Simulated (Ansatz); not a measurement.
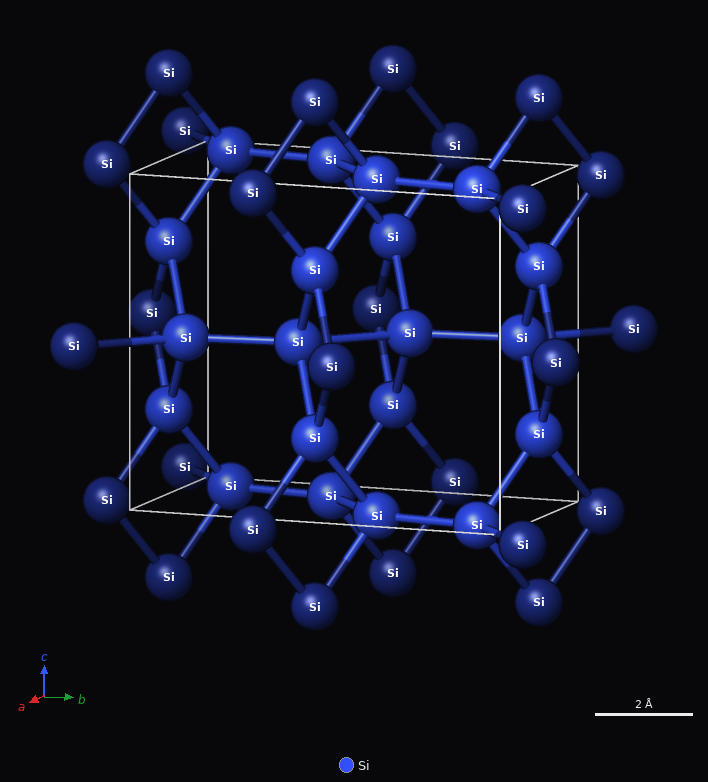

*The starting structure (ball-and-stick view of the cell 2 times as large as that of the calculation, set on its symmetry axes, seen slightly off an axis; neighbours outside the cell are drawn fainter).*

Near neighbours in the crystal (not all of them lie inside the picture): Si has 4 Si at 2.35 to 2.56 Å.

Si: geometry relaxation (part 1 of 2)

The run: geometry relaxation of Si (Cccm, 6 atoms in the cell). Method and program: DFT PBE, scalar-relativistic, plane waves, PAW, no spin polarisation (Ansatz 0.2.0).

The structure was made by a generator, so it may or may not be a known phase.

**Input**
```yaml
crystal:
  lattice:
    - [2.1994999522, -4.1361140523, 0.0]
    - [2.1994999522, 4.1361140523, 0.0]
    - [0.0, 0.0, 7.0856005715]
  atoms:
    - { symbol: Si, position: [0.5, 0.5, 0.75] }
    - { symbol: Si, position: [0.5, 0.5, 0.25] }
    - { symbol: Si, position: [0.3175039693, 0.1049958351, 0.5] }
    - { symbol: Si, position: [0.6824960307, 0.8950041649, 0.5] }
    - { symbol: Si, position: [0.1049958351, 0.3175039693, 0.0] }
    - { symbol: Si, position: [0.8950041649, 0.6824960307, 0.0] }
basis:
  ecutwfc: 420
kpoints:
  mp_grid: { grid: [10, 10, 6] }
hamiltonian:
  xc: pbe
scf:
  occupations: { method: gaussian, width: 0.1 }
output:
  forces: true
  stress: true
  eigenvalues: true
  write_density: true
  write_potential: true
  elf: true
  volumetric_format: npy
relax:
  adjacent_minimum: "off"
  f_tol: 0.01
  max_steps: 80
  cell: { stress_tol: 0.05 }
```

Run on 1 thread of Arm Neoverse V1, 24 GiB of memory available, shared host.

Run as:
```bash
ansatz run input.yaml --threads 1 --pin off --max-ram 2560MiB --backend cpu --events-out ev --progress --plain --runs-dir out
```

**The program's output**
```
Engine: ansatz 0.2.0, aarch64-unknown-linux-gnu
Pseudopotentials: kind: paw
Pseudopotential: Si, paw, valence charge 4, recommended cutoff 420 eV (normal), Si.paw.azcp
Functional definition: PBE
  parameter kappa = 0.804
  parameter beta = 0.06672455060314922
  exchange = pbe_x(kappa = kappa, mu = beta*pi^2/3)
  correlation = pbe_c(beta = beta)
Crystal: 6 atoms, lattice volume = 128.921 Å³
Basis set: ecut = 420 eV, 2489 PW (Γ), exchange–correlation on 64×64×96 points (8 copies of the dense FFT grid, shifted against one another)
Bands: 18, of which v1, the nominal top of the filled ones, is band 12 counted from 1 (11 counted from 0)
Symmetry: 8 space group operations
Space group: Cccm (ITA 66), of the structure as read, at distance tolerance 5.1e-5 Å
k-points: 124 of 600
Non-local potential: Si, projectors of the file, l = 0: 2, l = 1: 2, l = 2: 2
PAW form: soft (Blöchl's): semilocal exchange-correlation on the pseudo side does not see the compensation charge
PAW one-centre angular grid: Si, 110 points (default); XC on 64 Gauss nodes
Initial density: superposition of atomic densities (neutral atoms: chi_scale 0, normalization atom), corrected by the library's trained network
Initial wavefunctions: pseudopotential atomic-orbital guess
Functional: x = pbe(κ = 0.804, μ = 0.2195149727645171), c = pbe(β = 0.06672455060314922)
SCF iter   1: F=—  HF=-3812.388449 eV  |F-HF|=—  |Δ(HF+E_count)|=         —  Δρ=2.13e-3  dr2=5.89e-3  ethr=1.77e-3  ⟨swp⟩=6.8  Hψ=14266  notcnv=0
preconditioner: auto → Kerker (q_TF=auto, 2.062 Å⁻¹)  [metal: Δε(μ)=0.013 eV  Ē_g=7.384 eV  σ=0.100 eV  W_gap=0.07  n_scr=22 (ndim 8)  ℏωp=16.0 eV  f_vac=0.000  D(μ)=2.36/eV (n_scr^D=14)]
SCF iter   2: F=—  HF=-3812.388966 eV  |F-HF|=—  |Δ(HF+E_count)|=   5.16e-4  Δρ=1.33e-3  dr2=2.43e-3  ethr=2.45e-5  ⟨swp⟩=2.1  Hψ=3795  notcnv=0
SCF iter   3: F=—  HF=-3812.388894 eV  |F-HF|=—  |Δ(HF+E_count)|=   7.13e-5  Δρ=2.08e-4  dr2=9.98e-5  ethr=1.01e-5  ⟨swp⟩=2.5  Hψ=3509  notcnv=0
SCF iter   4: F=—  HF=-3812.388924 eV  |F-HF|=—  |Δ(HF+E_count)|=   2.96e-5  Δρ=9.96e-5  dr2=2.65e-5  ethr=4.16e-7  ⟨swp⟩=2.2  Hψ=3322  notcnv=0
SCF iter   5: F=—  HF=-3812.388923 eV  |F-HF|=—  |Δ(HF+E_count)|=   1.13e-6  Δρ=1.70e-5  dr2=3.75e-7  ethr=1.11e-7  ⟨swp⟩=2.1  Hψ=3376  notcnv=0
SCF iter   6: F=-3812.388923 eV  HF=-3812.388923 eV  |F-HF|=3.11e-8  |Δ(HF+E_count)|=   3.77e-7  Δρ=4.18e-6  dr2=2.83e-8  ethr=4.17e-10  ⟨swp⟩=13.0  Hψ=18009  notcnv=0
SCF 1 converged in 6 iterations: F = -3812.388923 eV  dr2 = 2.83e-8
  greatest PAW one-centre occupation: 0.657 electrons in one spin orbital (limit 2), on the Si atom at site 5 (counted from 0), in its partial waves of l = 0
relax step   1: F+E_penalty+E_count = -3812.38892332 eV  Δ(F+E_penalty+E_count) = +0.000e0 eV  max|allowed force component| = 6.971e-2 eV/Å  Δτ_max = 0.0000 Å  P = +0.175 GPa  Ω = 128.921 Å³  (6 SCF iters, dr2 threshold 1.00e-7 eV, accepted)
Crystal: 6 atoms, lattice volume = 128.294 Å³
Basis set: ecut = 420 eV, 2509 PW (Γ), exchange–correlation on 64×64×96 points (8 copies of the dense FFT grid, shifted against one another)
Initial density: handed on by an earlier stage of this run
Initial wavefunctions: those handed on with the density
iter 1 solved again at ethr=6.66e-6 eV; its pass at ethr=3.10e-3 eV (dr2=1.60e-3 eV) is discarded
SCF iter   1: F=—  HF=-3812.404955 eV  |F-HF|=—  |Δ(HF+E_count)|=         —  Δρ=1.23e-3  dr2=1.57e-3  ethr=6.66e-6  ⟨swp⟩=2.0  Hψ=15615  notcnv=0
preconditioner: auto → Kerker (q_TF=auto, 2.063 Å⁻¹)  [metal: Δε(μ)=0.015 eV  Ē_g=7.382 eV  σ=0.100 eV  W_gap=0.08  n_scr=22 (ndim 8)  ℏωp=16.1 eV  f_vac=0.000  D(μ)=2.39/eV (n_scr^D=14)]
SCF iter   2: F=—  HF=-3812.404962 eV  |F-HF|=—  |Δ(HF+E_count)|=   6.47e-6  Δρ=7.37e-4  dr2=5.40e-4  ethr=6.56e-6  ⟨swp⟩=1.0  Hψ=2232  notcnv=0
SCF iter   3: F=—  HF=-3812.405058 eV  |F-HF|=—  |Δ(HF+E_count)|=   9.57e-5  Δρ=7.02e-5  dr2=6.77e-6  ethr=2.25e-6  ⟨swp⟩=2.1  Hψ=3631  notcnv=0
SCF iter   4: F=-3812.405062 eV  HF=-3812.405061 eV  |F-HF|=4.07e-7  |Δ(HF+E_count)|=   3.53e-6  Δρ=1.74e-5  dr2=5.30e-7  ethr=2.50e-9  ⟨swp⟩=11.1  Hψ=18357  notcnv=0
SCF 2 converged in 4 iterations: F = -3812.405062 eV  dr2 = 5.30e-7
relax step   2: F+E_penalty+E_count = -3812.40506155 eV  Δ(F+E_penalty+E_count) = -1.614e-2 eV  max|allowed force component| = 5.572e-3 eV/Å  Δτ_max = 0.0152 Å  P = +0.002 GPa  Ω = 128.294 Å³  energy of the carried Pulay correction = +7.345e-5 eV  (4 SCF iters, dr2 threshold 6.00e-7 eV, accepted)
Crystal: 6 atoms, lattice volume = 127.631 Å³
Basis set: ecut = 420 eV, 2487 PW (Γ), exchange–correlation on 64×64×96 points (8 copies of the dense FFT grid, shifted against one another)
iter 1 solved again at ethr=3.56e-6 eV; its pass at ethr=3.10e-3 eV (dr2=8.55e-4 eV) is discarded
SCF iter   1: F=—  HF=-3812.408057 eV  |F-HF|=—  |Δ(HF+E_count)|=         —  Δρ=9.51e-4  dr2=8.81e-4  ethr=3.56e-6  ⟨swp⟩=2.5  Hψ=15183  notcnv=0
preconditioner: auto → Kerker (q_TF=auto, 2.065 Å⁻¹)  [metal: Δε(μ)=0.010 eV  Ē_g=7.385 eV  σ=0.100 eV  W_gap=0.05  n_scr=22 (ndim 8)  ℏωp=16.1 eV  f_vac=0.000  D(μ)=2.40/eV (n_scr^D=14)]
SCF iter   2: F=—  HF=-3812.408051 eV  |F-HF|=—  |Δ(HF+E_count)|=   5.61e-6  Δρ=5.64e-4  dr2=3.03e-4  ethr=3.56e-6  ⟨swp⟩=1.0  Hψ=2232  notcnv=0
SCF iter   3: F=—  HF=-3812.408125 eV  |F-HF|=—  |Δ(HF+E_count)|=   7.32e-5  Δρ=5.01e-5  dr2=3.31e-6  ethr=1.26e-6  ⟨swp⟩=2.0  Hψ=3721  notcnv=0
SCF iter   4: F=-3812.408127 eV  HF=-3812.408126 eV  |F-HF|=2.16e-7  |Δ(HF+E_count)|=   1.82e-6  Δρ=1.43e-5  dr2=3.15e-7  ethr=1.93e-9  ⟨swp⟩=11.0  Hψ=17842  notcnv=0
SCF 3 converged in 4 iterations: F = -3812.408127 eV  dr2 = 3.15e-7
relax step   3: F+E_penalty+E_count = -3812.40812664 eV  Δ(F+E_penalty+E_count) = -3.065e-3 eV  max|allowed force component| = 2.849e-2 eV/Å  Δτ_max = 0.0133 Å  P = -0.003 GPa  Ω = 127.631 Å³  energy of the carried Pulay correction = +1.515e-4 eV  (4 SCF iters, dr2 threshold 4.64e-7 eV, accepted)
Crystal: 6 atoms, lattice volume = 127.772 Å³
Basis set: ecut = 420 eV, 2495 PW (Γ), exchange–correlation on 64×64×96 points (8 copies of the dense FFT grid, shifted against one another)
iter 1 solved again at ethr=2.91e-7 eV; its pass at ethr=3.10e-3 eV (dr2=6.98e-5 eV) is discarded
SCF iter   1: F=—  HF=-3812.408146 eV  |F-HF|=—  |Δ(HF+E_count)|=         —  Δρ=2.68e-4  dr2=7.50e-5  ethr=2.91e-7  ⟨swp⟩=3.0  Hψ=14968  notcnv=0
preconditioner: auto → Kerker (q_TF=auto, 2.065 Å⁻¹)  [metal: Δε(μ)=0.019 eV  Ē_g=7.387 eV  σ=0.100 eV  W_gap=0.11  n_scr=22 (ndim 8)  ℏωp=16.1 eV  f_vac=0.000  D(μ)=2.42/eV (n_scr^D=14)]
SCF iter   2: F=—  HF=-3812.408201 eV  |F-HF|=—  |Δ(HF+E_count)|=   5.54e-5  Δρ=1.54e-4  dr2=2.45e-5  ethr=2.91e-7  ⟨swp⟩=1.0  Hψ=2232  notcnv=0
SCF iter   3: F=—  HF=-3812.408196 eV  |F-HF|=—  |Δ(HF+E_count)|=   5.18e-6  Δρ=1.23e-5  dr2=1.94e-7  ethr=1.02e-7  ⟨swp⟩=2.0  Hψ=3725  notcnv=0
SCF iter   4: F=-3812.408196 eV  HF=-3812.408196 eV  |F-HF|=7.69e-9  |Δ(HF+E_count)|=   4.60e-8  Δρ=3.41e-6  dr2=2.00e-8  ethr=2.11e-10  ⟨swp⟩=9.5  Hψ=15701  notcnv=0
SCF 4 converged in 4 iterations: F = -3812.408196 eV  dr2 = 2.00e-8
relax step   4: F+E_penalty+E_count = -3812.40819577 eV  Δ(F+E_penalty+E_count) = -6.913e-5 eV  max|allowed force component| = 1.254e-2 eV/Å  Δτ_max = 0.0051 Å  P = -0.016 GPa  Ω = 127.772 Å³  energy of the carried Pulay correction = +1.349e-4 eV  (4 SCF iters, dr2 threshold 5.07e-8 eV, accepted)
Crystal: 6 atoms, lattice volume = 127.759 Å³
iter 1 solved again at ethr=6.88e-8 eV; its pass at ethr=3.10e-3 eV (dr2=1.65e-5 eV) is discarded
SCF iter   1: F=—  HF=-3812.408311 eV  |F-HF|=—  |Δ(HF+E_count)|=         —  Δρ=1.26e-4  dr2=1.75e-5  ethr=6.88e-8  ⟨swp⟩=3.0  Hψ=15103  notcnv=0
preconditioner: auto → Kerker (q_TF=auto, 2.065 Å⁻¹)  [metal: Δε(μ)=0.006 eV  Ē_g=7.387 eV  σ=0.100 eV  W_gap=0.03  n_scr=22 (ndim 8)  ℏωp=16.1 eV  f_vac=0.000  D(μ)=2.40/eV (n_scr^D=14)]
SCF iter   2: F=—  HF=-3812.408367 eV  |F-HF|=—  |Δ(HF+E_count)|=   5.54e-5  Δρ=7.52e-5  dr2=6.17e-6  ethr=6.88e-8  ⟨swp⟩=1.0  Hψ=2232  notcnv=0
SCF iter   3: F=-3812.408367 eV  HF=-3812.408367 eV  |F-HF|=1.24e-8  |Δ(HF+E_count)|=   3.53e-7  Δρ=5.89e-6  dr2=4.02e-8  ethr=2.69e-10  ⟨swp⟩=8.0  Hψ=17163  notcnv=0
SCF 5 converged in 3 iterations: F = -3812.408367 eV  dr2 = 4.02e-8
relax step   5: F+E_penalty+E_count = -3812.40836652 eV  Δ(F+E_penalty+E_count) = -1.707e-4 eV  max|allowed force component| = 6.238e-3 eV/Å  Δτ_max = 0.0015 Å  P = -0.001 GPa  Ω = 127.759 Å³  energy of the carried Pulay correction = +1.365e-4 eV  (3 SCF iters, dr2 threshold 6.46e-8 eV, accepted)
Initial wavefunctions: pseudopotential atomic-orbital guess (no wavefunctions were taken with the density)
iter 1 solved again at ethr=2.93e-7 eV; its pass at ethr=3.10e-3 eV (dr2=7.04e-5 eV) is discarded
SCF iter   1: F=—  HF=-3812.408344 eV  |F-HF|=—  |Δ(HF+E_count)|=         —  Δρ=1.87e-5  dr2=7.96e-8  ethr=2.93e-7  ⟨swp⟩=3.0  Hψ=20338  notcnv=0
preconditioner: auto → Kerker (q_TF=auto, 2.065 Å⁻¹)  [metal: Δε(μ)=0.005 eV  Ē_g=7.386 eV  σ=0.100 eV  W_gap=0.03  n_scr=22 (ndim 8)  ℏωp=16.1 eV  f_vac=0.000  D(μ)=2.40/eV (n_scr^D=14)]
SCF iter   2: F=—  HF=-3812.408401 eV  |F-HF|=—  |Δ(HF+E_count)|=   5.71e-5  Δρ=9.88e-6  dr2=2.54e-8  ethr=3.32e-10  ⟨swp⟩=2.1  Hψ=3794  notcnv=0
SCF iter   3: F=—  HF=-3812.408401 eV  |F-HF|=—  |Δ(HF+E_count)|=   2.72e-7  Δρ=1.32e-6  dr2=2.41e-9  ethr=1.06e-10  ⟨swp⟩=2.0  Hψ=3731  notcnv=0
SCF iter   4: F=—  HF=-3812.408401 eV  |F-HF|=—  |Δ(HF+E_count)|=   1.70e-9  Δρ=5.43e-7  dr2=3.46e-10  ethr=1.00e-11  ⟨swp⟩=2.6  Hψ=3716  notcnv=0
SCF iter   5: F=-3812.408401 eV  HF=-3812.408401 eV  |F-HF|=9.09e-12  |Δ(HF+E_count)|=  7.03e-10  Δρ=1.13e-7  dr2=1.70e-11  ethr=1.00e-12  ⟨swp⟩=6.9  Hψ=11524  notcnv=0
SCF 6 converged in 5 iterations: F = -3812.408401 eV  dr2 = 1.70e-11
  greatest PAW one-centre occupation: 0.657 electrons in one spin orbital (limit 2), on the Si atom at site 3 (counted from 0), in its partial waves of l = 0
relax step   6: F+E_penalty+E_count = -3812.40840145 eV  Δ(F+E_penalty+E_count) = -3.493e-5 eV  max|allowed force component| = 6.214e-3 eV/Å  Δτ_max = 0.0000 Å  P = -0.001 GPa  Ω = 127.759 Å³  stress off target by 2.80e-2 GPa  SCF on the basis re-selected at this cell (its energy is not comparable with the rows above)  (5 SCF iters)
```

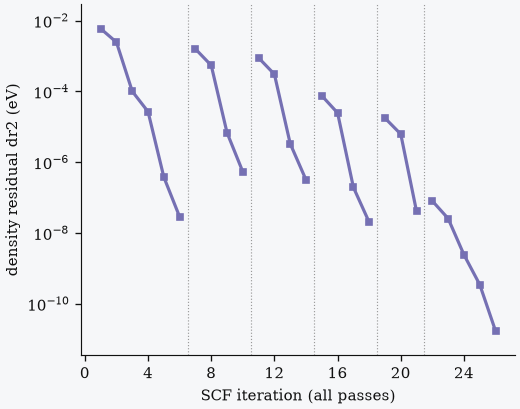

*Convergence of the self-consistent field: density residual dr2 against the SCF iteration. The dotted lines part the SCF passes of the relaxation: geometry steps, rejected trials and re-solves on a re-selected basis.*

The 6 passes take 3 to 6 iterations each, 26 in all.

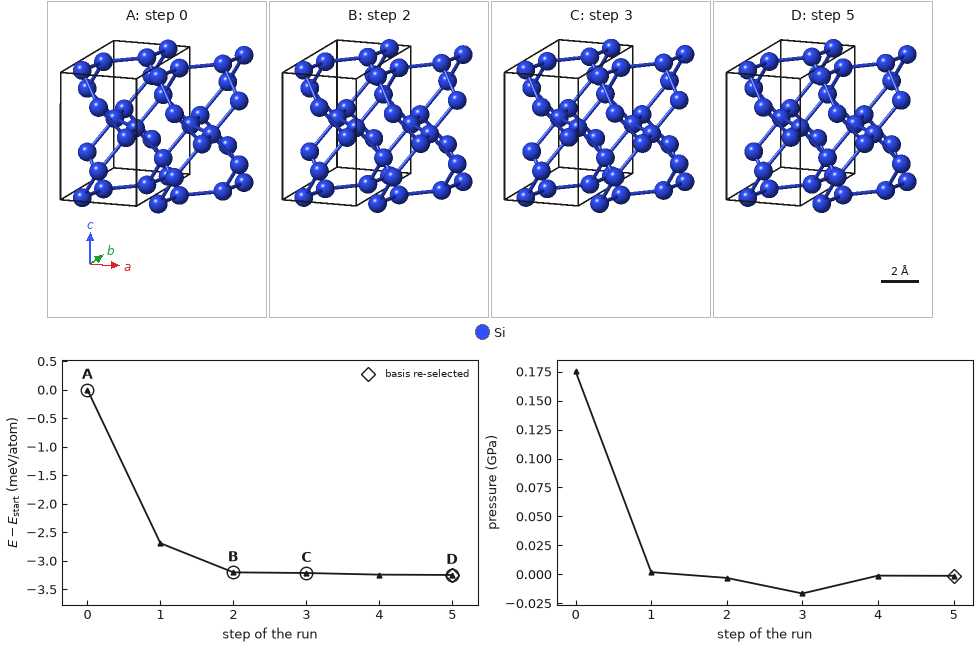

*Frames of the relaxation (ball-and-stick view of the cell 2 times as large as that of the calculation, set on its symmetry axes, repeated 2 × 1 × 1, seen slightly off an axis) above the curves, on which the letters mark them (the first geometry is step 0 here and step 1 in the log).*
